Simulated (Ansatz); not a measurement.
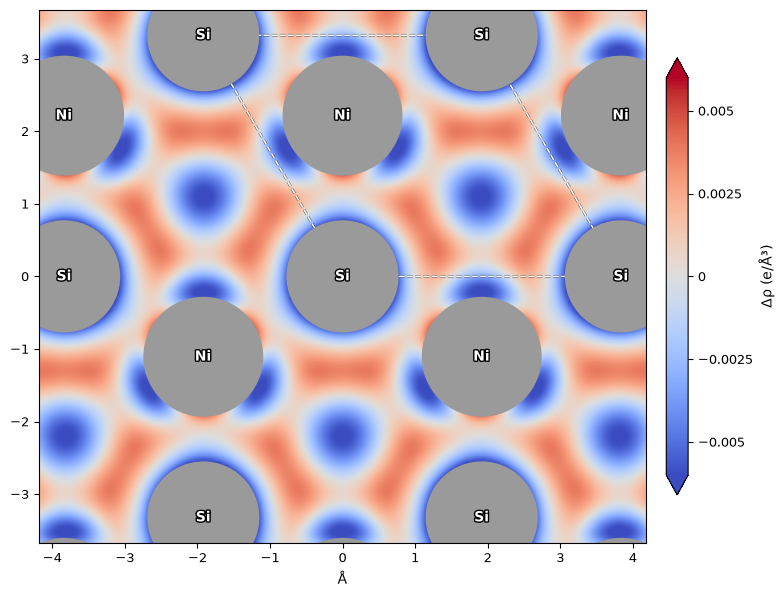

SiNi$_{2}$: difference of two self-consistent densities at the same geometry, ρ(r2SCAN) − ρ(PBE), on the (001) plane of the conventional cell. Grey discs cover the cores, where the PAW densities can't be compared. Cores are masked to 0.8 Å (Si) and 0.8 Å (Ni).

Space group P6_3/mmc; spin-polarised.

Both runs: Ansatz, scalar-relativistic, plane waves and PAW, same cutoff, k-points and PAW files (made with PBE).

How does the change of level move the electrons?

Answer. Against PBE, and outside the masked cores, the largest gain, 0.004 e/Å³, lies 1.7 Å from a silicon nucleus and 1.7 Å from a nickel one, and the largest loss, 0.006 e/Å³, lies 1.2 Å from a nickel nucleus. Bader charges are Si +0.65 and Ni −0.60 to −0.05 e with PBE and Si +0.66 and Ni −0.64 to −0.03 e with r2SCAN. Among metals such charges hang on how the charge between the atoms is shared out. At this volume the pressure is 11 GPa with PBE and 3 GPa with r2SCAN.
